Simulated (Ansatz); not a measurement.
## Geometry relaxation, with input and output: TiSi (part 1 of 2)

System: TiSi (Cmmm, 8 atoms in the cell).
Method: DFT PBEsol, scalar-relativistic, plane waves, PAW, no spin polarisation (Ansatz 0.2.0).

The structure derives from an entry of the Crystallography Open Database. Figures and captions count atoms from 1; the log counts them from 0 in places.

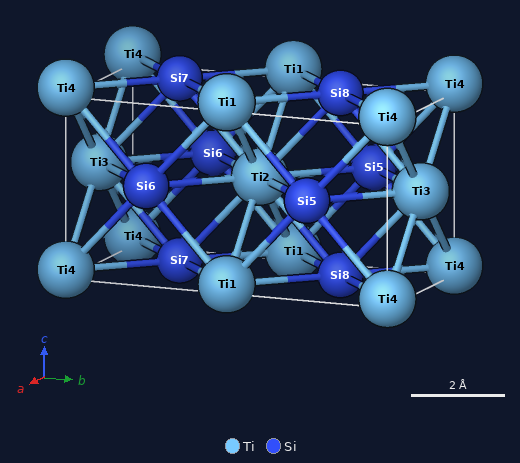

Fig. 1: The structure as given in the input (ball-and-stick view of the cell of the calculation, seen slightly off an axis; atoms are numbered from 1 in the order of the input). An atom can appear more than once, as a periodic image.

Input
```yaml
crystal:
  lattice:
    - [3.6827925742, 0.0, 0.0]
    - [0.0, 7.5794503796, 0.0]
    - [0.0, 0.0, 4.0362058573]
  atoms:
    - { symbol: Ti, position: [0.0, 0.5, 0.0507385917] }
    - { symbol: Ti, position: [0.5, 0.5, 0.5506906728] }
    - { symbol: Ti, position: [0.5, 0.0, 0.5507836396] }
    - { symbol: Ti, position: [0.0, 0.0, 0.0507731721] }
    - { symbol: Si, position: [0.0, 0.7500034882, 0.5507407692] }
    - { symbol: Si, position: [0.0, 0.2499965118, 0.5507407692] }
    - { symbol: Si, position: [0.5, 0.2499904273, 0.0507661926] }
    - { symbol: Si, position: [0.5, 0.7500095727, 0.0507661926] }
basis:
  ecutwfc: 420
kpoints:
  mp_grid: { grid: [10, 6, 10] }
hamiltonian:
  xc: pbesol
scf:
  occupations: { method: gaussian, width: 0.1 }
output:
  forces: true
  stress: true
  eigenvalues: true
relax:
  adjacent_minimum: "off"
  f_tol: 0.005
  max_steps: 80
  cell: { stress_tol: 0.05 }
```

Launched with:
```bash
ansatz run input.yaml --threads 2 --pin off --max-ram 5120MiB --backend cpu --events-out ev --progress --plain --runs-dir out
```

Log
```
Engine: ansatz 0.2.0, aarch64-unknown-linux-gnu
Pseudopotentials: kind: paw
Pseudopotential: Ti, paw, valence charge 12, recommended cutoff 420 eV (normal), Ti.paw.azcp
Pseudopotential: Si, paw, valence charge 4, recommended cutoff 420 eV (normal), Si.paw.azcp
Functional definition: PBEsol
  exchange = pbesol_x
  correlation = pbesol_c
Crystal: 8 atoms, lattice volume = 112.665 Å³
Basis set: ecut = 420 eV, 2201 PW (Γ), exchange–correlation on 50×108×54 points (8 copies of the dense FFT grid, shifted against one another)
Bands: 40, of which v1, the nominal top of the filled ones, is band 32 counted from 1 (31 counted from 0)
Symmetry: 4 space group operations
Space group: Pmm2 (ITA 25), of the structure as read, at distance tolerance 4.8e-5 Å
k-points: 144 of 600 (time reversal used)
Non-local potential: Ti, projectors of the file, l = 0: 3, l = 1: 2, l = 2: 3, l = 3: 1
Non-local potential: Si, projectors of the file, l = 0: 2, l = 1: 2, l = 2: 2
PAW form: soft (Blöchl's): semilocal exchange-correlation on the pseudo side does not see the compensation charge
PAW frozen core: Ti, regenerated for the run's functional, and the local potential with it (the file was generated under x = pbe(κ = 0.804, μ = 0.2195149727645171), c = pbe(β = 0.06672455060314922))
PAW frozen core: Si, regenerated for the run's functional, and the local potential with it (the file was generated under x = pbe(κ = 0.804, μ = 0.2195149727645171), c = pbe(β = 0.06672455060314922))
PAW one-centre angular grid: Ti, 590 points (default); XC on 64 Gauss nodes
PAW one-centre angular grid: Si, 110 points (default); XC on 64 Gauss nodes
Initial density: superposition of atomic densities (neutral atoms: chi_scale 0, normalization atom), corrected by the library's trained network
Initial wavefunctions: pseudopotential atomic-orbital guess
Functional: x = pbesol(κ = 0.804, μ = 0.12345679012345678), c = pbesol(β = 0.046)
SCF iter   1: F=—  HF=-12386.538537 eV  |F-HF|=—  |Δ(HF+E_count)|=         —  Δρ=5.80e-3  dr2=2.64e-2  ethr=1.77e-3  ⟨swp⟩=5.9  Hψ=23877  notcnv=0
preconditioner: auto → Kerker (q_TF=auto, 2.483 Å⁻¹)  [metal: Δε(μ)=0.011 eV  Ē_g=5.357 eV  σ=0.100 eV  W_gap=0.06  n_scr=36 (ndim 8)  ℏωp=19.8 eV  f_vac=0.000  D(μ)=4.08/eV (n_scr^D=38)]
SCF iter   2: F=—  HF=-12386.530603 eV  |F-HF|=—  |Δ(HF+E_count)|=   7.93e-3  Δρ=2.64e-3  dr2=6.91e-3  ethr=4.12e-5  ⟨swp⟩=2.9  Hψ=12145  notcnv=0  defer=295
SCF iter   3: F=—  HF=-12386.528736 eV  |F-HF|=—  |Δ(HF+E_count)|=   1.87e-3  Δρ=7.38e-4  dr2=7.70e-4  ethr=1.08e-5  ⟨swp⟩=2.6  Hψ=9034  notcnv=0  defer=295
SCF iter   4: F=—  HF=-12386.528528 eV  |F-HF|=—  |Δ(HF+E_count)|=   2.08e-4  Δρ=6.35e-5  dr2=3.68e-6  ethr=1.20e-6  ⟨swp⟩=2.0  Hψ=7590  notcnv=0  defer=295
SCF iter   5: F=—  HF=-12386.528459 eV  |F-HF|=—  |Δ(HF+E_count)|=   6.86e-5  Δρ=1.83e-5  dr2=2.27e-7  ethr=5.76e-9  ⟨swp⟩=2.8  Hψ=10261  notcnv=0  defer=295
SCF iter   6: F=-12386.528459 eV  HF=-12386.528459 eV  |F-HF|=4.40e-9  |Δ(HF+E_count)|=   3.27e-9  Δρ=2.80e-6  dr2=1.02e-8  ethr=1.56e-10  ⟨swp⟩=8.4  Hψ=21426  notcnv=0
SCF 1 converged in 6 iterations: F = -12386.528459 eV  dr2 = 1.02e-8
  greatest PAW one-centre occupation: 0.999 electrons in one spin orbital (limit 2), on the Ti atom at site 0 (counted from 0), in its partial waves of l = 0
relax step   1: F+E_penalty+E_count = -12386.52845899 eV  Δ(F+E_penalty+E_count) = +0.000e0 eV  max|allowed force component| = 2.217e-3 eV/Å  Δτ_max = 0.0000 Å  P = -0.037 GPa  Ω = 112.665 Å³  (6 SCF iters, dr2 threshold 1.00e-7 eV, accepted)
Crystal: 8 atoms, lattice volume = 112.733 Å³
Basis set: ecut = 420 eV, 2197 PW (Γ), exchange–correlation on 50×108×54 points (8 copies of the dense FFT grid, shifted against one another)
Initial density: handed on by an earlier stage of this run
Initial wavefunctions: those handed on with the density
iter 1 solved again at ethr=7.50e-7 eV; its pass at ethr=3.10e-3 eV (dr2=4.80e-4 eV) is discarded
SCF iter   1: F=—  HF=-12386.537891 eV  |F-HF|=—  |Δ(HF+E_count)|=         —  Δρ=1.01e-3  dr2=5.06e-4  ethr=7.50e-7  ⟨swp⟩=2.4  Hψ=29986  notcnv=0
preconditioner: auto → Kerker (q_TF=auto, 2.483 Å⁻¹)  [metal: Δε(μ)=0.008 eV  Ē_g=5.334 eV  σ=0.100 eV  W_gap=0.05  n_scr=38 (ndim 8)  ℏωp=19.8 eV  f_vac=0.000  D(μ)=4.08/eV (n_scr^D=38)]
SCF iter   2: F=—  HF=-12386.537805 eV  |F-HF|=—  |Δ(HF+E_count)|=   8.67e-5  Δρ=5.77e-4  dr2=1.72e-4  ethr=7.50e-7  ⟨swp⟩=1.0  Hψ=5761  notcnv=0
SCF iter   3: F=—  HF=-12386.537792 eV  |F-HF|=—  |Δ(HF+E_count)|=   1.23e-5  Δρ=7.07e-5  dr2=4.50e-6  ethr=2.69e-7  ⟨swp⟩=1.0  Hψ=5776  notcnv=0
iter 4 did not close the SCF: its close was put off for the readings that it lacked (scf_convergence_deferred on its scf_iter line)
SCF iter   4: F=-12386.537791 eV  HF=-12386.537792 eV  |F-HF|=1.62e-7  |Δ(HF+E_count)|=   7.53e-7  Δρ=2.17e-5  dr2=3.73e-7  ethr=7.03e-9  ⟨swp⟩=2.5  Hψ=9367  notcnv=0
iter 5 did not close the SCF: its close was put off for the readings that it lacked (scf_convergence_deferred on its scf_iter line)
SCF iter   5: F=-12386.537791 eV  HF=-12386.537791 eV  |F-HF|=1.86e-9  |Δ(HF+E_count)|=   3.35e-8  Δρ=3.79e-6  dr2=1.03e-8  ethr=5.83e-10  ⟨swp⟩=2.1  Hψ=7642  notcnv=0
SCF iter   6: F=-12386.537791 eV  HF=-12386.537791 eV  |F-HF|=1.42e-10  |Δ(HF+E_count)|=   1.08e-9  Δρ=6.98e-7  dr2=4.58e-10  ethr=1.61e-11  ⟨swp⟩=1.3  Hψ=14700  notcnv=0
the search or the solves at the SCF's close seem to have found levels that the self-consistency loop had missed (the run counts 1). By its estimate they hold under 1e-12 electrons; where the run keeps them, the occupations were computed again with them
SCF 2 converged in 6 iterations: F = -12386.537791 eV  dr2 = 4.58e-10
  greatest PAW one-centre occupation: 0.999 electrons in one spin orbital (limit 2), on the Ti atom at site 3 (counted from 0), in its partial waves of l = 0
relax step   2: F+E_penalty+E_count = -12386.53779147 eV  Δ(F+E_penalty+E_count) = -9.332e-3 eV  max|allowed force component| = 7.092e-4 eV/Å  Δτ_max = 0.0002 Å  P = -0.078 GPa  Ω = 112.733 Å³  energy of the carried Pulay correction = -2.137e-5 eV  (6 SCF iters, dr2 threshold 8.00e-7 eV, accepted)
Crystal: 8 atoms, lattice volume = 111.317 Å³
Basis set: ecut = 420 eV, 2151 PW (Γ), exchange–correlation on 50×108×54 points (8 copies of the dense FFT grid, shifted against one another)
iter 1 solved again at ethr=1.65e-5 eV; its pass at ethr=3.10e-3 eV (dr2=1.06e-2 eV) is discarded
SCF iter   1: F=—  HF=-12386.531288 eV  |F-HF|=—  |Δ(HF+E_count)|=         —  Δρ=4.10e-3  dr2=1.12e-2  ethr=1.65e-5  ⟨swp⟩=1.8  Hψ=28599  notcnv=0
preconditioner: auto → Kerker (q_TF=auto, 2.488 Å⁻¹)  [metal: Δε(μ)=0.010 eV  Ē_g=5.381 eV  σ=0.100 eV  W_gap=0.05  n_scr=36 (ndim 8)  ℏωp=19.9 eV  f_vac=0.000  D(μ)=4.08/eV (n_scr^D=38)]
SCF iter   2: F=—  HF=-12386.529865 eV  |F-HF|=—  |Δ(HF+E_count)|=   1.42e-3  Δρ=2.33e-3  dr2=3.46e-3  ethr=1.65e-5  ⟨swp⟩=1.2  Hψ=5818  notcnv=0
SCF iter   3: F=—  HF=-12386.529299 eV  |F-HF|=—  |Δ(HF+E_count)|=   5.66e-4  Δρ=3.31e-4  dr2=9.61e-5  ethr=5.41e-6  ⟨swp⟩=2.0  Hψ=7262  notcnv=0
SCF iter   4: F=—  HF=-12386.529230 eV  |F-HF|=—  |Δ(HF+E_count)|=   6.88e-5  Δρ=7.95e-5  dr2=5.74e-6  ethr=1.50e-7  ⟨swp⟩=2.4  Hψ=8889  notcnv=0
iter 5 did not close the SCF: its close was put off for the readings that it lacked (scf_convergence_deferred on its scf_iter line)
SCF iter   5: F=-12386.529229 eV  HF=-12386.529230 eV  |F-HF|=1.66e-7  |Δ(HF+E_count)|=   6.88e-7  Δρ=1.61e-5  dr2=2.75e-7  ethr=8.96e-9  ⟨swp⟩=2.0  Hψ=7786  notcnv=0
SCF iter   6: F=-12386.529230 eV  HF=-12386.529230 eV  |F-HF|=1.44e-9  |Δ(HF+E_count)|=   4.21e-8  Δρ=2.67e-6  dr2=6.22e-9  ethr=4.30e-10  ⟨swp⟩=3.2  Hψ=19986  notcnv=0
the search or the solves at the SCF's close seem to have found levels that the self-consistency loop had missed (the run counts 2). By its estimate they hold under 1e-12 electrons; where the run keeps them, the occupations were computed again with them
SCF 3 converged in 6 iterations: F = -12386.529230 eV  dr2 = 6.22e-9
relax step   3: F+E_penalty+E_count = -12386.52922960 eV  Δ(F+E_penalty+E_count) = +8.562e-3 eV  max|allowed force component| = 6.422e-3 eV/Å  Δτ_max = 0.0005 Å  P = +2.610 GPa  Ω = 111.317 Å³  energy of the carried Pulay correction = +1.945e-4 eV  (6 SCF iters, dr2 threshold 8.00e-7 eV, rejected (line search))
Crystal: 8 atoms, lattice volume = 113.069 Å³
Basis set: ecut = 420 eV, 2181 PW (Γ), exchange–correlation on 50×108×54 points (8 copies of the dense FFT grid, shifted against one another)
iter 1 solved again at ethr=4.92e-6 eV; its pass at ethr=3.10e-3 eV (dr2=3.15e-3 eV) is discarded
SCF iter   1: F=—  HF=-12386.547184 eV  |F-HF|=—  |Δ(HF+E_count)|=         —  Δρ=2.26e-3  dr2=3.12e-3  ethr=4.92e-6  ⟨swp⟩=1.8  Hψ=29471  notcnv=0
preconditioner: auto → Kerker (q_TF=auto, 2.481 Å⁻¹)  [metal: Δε(μ)=0.015 eV  Ē_g=5.314 eV  σ=0.100 eV  W_gap=0.08  n_scr=38 (ndim 8)  ℏωp=19.8 eV  f_vac=0.000  D(μ)=4.39/eV (n_scr^D=38)]
SCF iter   2: F=—  HF=-12386.546777 eV  |F-HF|=—  |Δ(HF+E_count)|=   4.07e-4  Δρ=1.28e-3  dr2=1.02e-3  ethr=4.88e-6  ⟨swp⟩=1.1  Hψ=5796  notcnv=0
SCF iter   3: F=—  HF=-12386.546610 eV  |F-HF|=—  |Δ(HF+E_count)|=   1.67e-4  Δρ=2.07e-4  dr2=3.95e-5  ethr=1.60e-6  ⟨swp⟩=1.9  Hψ=7768  notcnv=0
SCF iter   4: F=—  HF=-12386.546537 eV  |F-HF|=—  |Δ(HF+E_count)|=   7.33e-5  Δρ=4.81e-5  dr2=2.00e-6  ethr=6.17e-8  ⟨swp⟩=2.9  Hψ=10381  notcnv=0
SCF iter   5: F=—  HF=-12386.546531 eV  |F-HF|=—  |Δ(HF+E_count)|=   5.57e-6  Δρ=9.83e-6  dr2=9.35e-8  ethr=3.12e-9  ⟨swp⟩=2.0  Hψ=7917  notcnv=0
SCF iter   6: F=—  HF=-12386.546531 eV  |F-HF|=—  |Δ(HF+E_count)|=   1.25e-8  Δρ=1.51e-6  dr2=2.20e-9  ethr=1.46e-10  ⟨swp⟩=2.0  Hψ=7277  notcnv=0
SCF iter   7: F=—  HF=-12386.546531 eV  |F-HF|=—  |Δ(HF+E_count)|=  1.49e-10  Δρ=4.53e-7  dr2=2.40e-10  ethr=3.43e-12  ⟨swp⟩=2.5  Hψ=7627  notcnv=0
SCF iter   8: F=-12386.546531 eV  HF=-12386.546531 eV  |F-HF|=3.64e-12  |Δ(HF+E_count)|=  4.37e-11  Δρ=6.27e-8  dr2=4.13e-12  ethr=1.00e-12  ⟨swp⟩=4.5  Hψ=18792  notcnv=0
the search or the solves at the SCF's close seem to have found levels that the self-consistency loop had missed (the run counts 1). By its estimate they hold under 1e-12 electrons; where the run keeps them, the occupations were computed again with them
SCF 4 converged in 8 iterations: F = -12386.546531 eV  dr2 = 4.13e-12
relax step   4: F+E_penalty+E_count = -12386.54653124 eV  Δ(F+E_penalty+E_count) = -8.740e-3 eV  max|allowed force component| = 1.782e-3 eV/Å  Δτ_max = 0.0001 Å  P = -0.253 GPa  Ω = 113.069 Å³  energy of the carried Pulay correction = -9.875e-5 eV  (8 SCF iters, accepted)
Crystal: 8 atoms, lattice volume = 112.816 Å³
Basis set: ecut = 420 eV, 2169 PW (Γ), exchange–correlation on 50×108×54 points (8 copies of the dense FFT grid, shifted against one another)
iter 1 solved again at ethr=2.45e-6 eV; its pass at ethr=3.10e-3 eV (dr2=1.57e-3 eV) is discarded
SCF iter   1: F=—  HF=-12386.548205 eV  |F-HF|=—  |Δ(HF+E_count)|=         —  Δρ=1.34e-3  dr2=1.74e-3  ethr=2.45e-6  ⟨swp⟩=2.1  Hψ=29673  notcnv=0
preconditioner: auto → Kerker (q_TF=auto, 2.482 Å⁻¹)  [metal: Δε(μ)=0.002 eV  Ē_g=5.325 eV  σ=0.100 eV  W_gap=0.01  n_scr=36 (ndim 8)  ℏωp=19.8 eV  f_vac=0.000  D(μ)=4.38/eV (n_scr^D=38)]
SCF iter   2: F=—  HF=-12386.547956 eV  |F-HF|=—  |Δ(HF+E_count)|=   2.49e-4  Δρ=7.36e-4  dr2=4.69e-4  ethr=2.45e-6  ⟨swp⟩=1.5  Hψ=6065  notcnv=0
SCF iter   3: F=—  HF=-12386.547807 eV  |F-HF|=—  |Δ(HF+E_count)|=   1.49e-4  Δρ=1.37e-4  dr2=2.07e-5  ethr=7.32e-7  ⟨swp⟩=2.1  Hψ=7230  notcnv=0
SCF iter   4: F=—  HF=-12386.547803 eV  |F-HF|=—  |Δ(HF+E_count)|=   4.64e-6  Δρ=3.17e-5  dr2=9.86e-7  ethr=3.23e-8  ⟨swp⟩=2.1  Hψ=7756  notcnv=0
iter 5 did not close the SCF: its close was put off for the readings that it lacked (scf_convergence_deferred on its scf_iter line)
SCF iter   5: F=-12386.547802 eV  HF=-12386.547802 eV  |F-HF|=1.64e-8  |Δ(HF+E_count)|=   1.59e-7  Δρ=5.81e-6  dr2=3.43e-8  ethr=1.54e-9  ⟨swp⟩=2.0  Hψ=7835  notcnv=0
SCF iter   6: F=-12386.547802 eV  HF=-12386.547802 eV  |F-HF|=6.80e-10  |Δ(HF+E_count)|=   5.36e-9  Δρ=1.04e-6  dr2=1.30e-9  ethr=5.37e-11  ⟨swp⟩=2.3  Hψ=16288  notcnv=0
SCF 5 converged in 6 iterations: F = -12386.547802 eV  dr2 = 1.30e-9
relax step   5: F+E_penalty+E_count = -12386.54780238 eV  Δ(F+E_penalty+E_count) = -1.271e-3 eV  max|allowed force component| = 4.315e-3 eV/Å  Δτ_max = 0.0005 Å  P = +0.366 GPa  Ω = 112.816 Å³  energy of the carried Pulay correction = -6.549e-5 eV  (6 SCF iters, dr2 threshold 8.00e-7 eV, accepted)
Crystal: 8 atoms, lattice volume = 113.055 Å³
Basis set: ecut = 420 eV, 2177 PW (Γ), exchange–correlation on 50×108×54 points (8 copies of the dense FFT grid, shifted against one another)
iter 1 solved again at ethr=1.00e-7 eV; its pass at ethr=3.10e-3 eV (dr2=6.40e-5 eV) is discarded
SCF iter   1: F=—  HF=-12386.548283 eV  |F-HF|=—  |Δ(HF+E_count)|=         —  Δρ=2.76e-4  dr2=7.11e-5  ethr=1.00e-7  ⟨swp⟩=2.9  Hψ=27197  notcnv=0
preconditioner: auto → Kerker (q_TF=auto, 2.481 Å⁻¹)  [metal: Δε(μ)=0.015 eV  Ē_g=5.311 eV  σ=0.100 eV  W_gap=0.08  n_scr=36 (ndim 8)  ℏωp=19.8 eV  f_vac=0.000  D(μ)=4.43/eV (n_scr^D=38)]
SCF iter   2: F=—  HF=-12386.548219 eV  |F-HF|=—  |Δ(HF+E_count)|=   6.34e-5  Δρ=1.56e-4  dr2=2.19e-5  ethr=1.00e-7  ⟨swp⟩=1.0  Hψ=5763  notcnv=0
SCF iter   3: F=—  HF=-12386.548216 eV  |F-HF|=—  |Δ(HF+E_count)|=   3.13e-6  Δρ=2.72e-5  dr2=7.70e-7  ethr=3.42e-8  ⟨swp⟩=1.6  Hψ=6856  notcnv=0
iter 4 did not close the SCF: its close was put off for the readings that it lacked (scf_convergence_deferred on its scf_iter line)
SCF iter   4: F=-12386.548216 eV  HF=-12386.548216 eV  |F-HF|=2.49e-8  |Δ(HF+E_count)|=   2.25e-7  Δρ=7.04e-6  dr2=5.33e-8  ethr=1.20e-9  ⟨swp⟩=2.9  Hψ=10711  notcnv=0
iter 5 did not close the SCF: its close was put off for the readings that it lacked (scf_convergence_deferred on its scf_iter line)
SCF iter   5: F=-12386.548216 eV  HF=-12386.548216 eV  |F-HF|=1.10e-9  |Δ(HF+E_count)|=   1.02e-8  Δρ=1.52e-6  dr2=2.14e-9  ethr=8.33e-11  ⟨swp⟩=2.0  Hψ=7850  notcnv=0
SCF iter   6: F=-12386.548216 eV  HF=-12386.548216 eV  |F-HF|=1.00e-10  |Δ(HF+E_count)|=  1.69e-10  Δρ=3.02e-7  dr2=1.46e-10  ethr=3.35e-12  ⟨swp⟩=1.2  Hψ=13666  notcnv=0
SCF 6 converged in 6 iterations: F = -12386.548216 eV  dr2 = 1.46e-10
  greatest PAW one-centre occupation: 0.999 electrons in one spin orbital (limit 2), on the Ti atom at site 2 (counted from 0), in its partial waves of l = 0
relax step   6: F+E_penalty+E_count = -12386.54821607 eV  Δ(F+E_penalty+E_count) = -4.137e-4 eV  max|allowed force component| = 5.061e-4 eV/Å  Δτ_max = 0.0004 Å  P = -0.003 GPa  Ω = 113.055 Å³  energy of the carried Pulay correction = -1.056e-4 eV  (6 SCF iters, dr2 threshold 6.07e-7 eV, accepted)
Basis set: ecut = 420 eV, 2177 PW (Γ), exchange–correlation on 50×108×60 points (8 copies of the dense FFT grid, shifted against one another)
Initial wavefunctions: pseudopotential atomic-orbital guess (no wavefunctions were taken with the density)
iter 1 solved again at ethr=1.42e-7 eV; its pass at ethr=3.10e-3 eV (dr2=9.12e-5 eV) is discarded
```
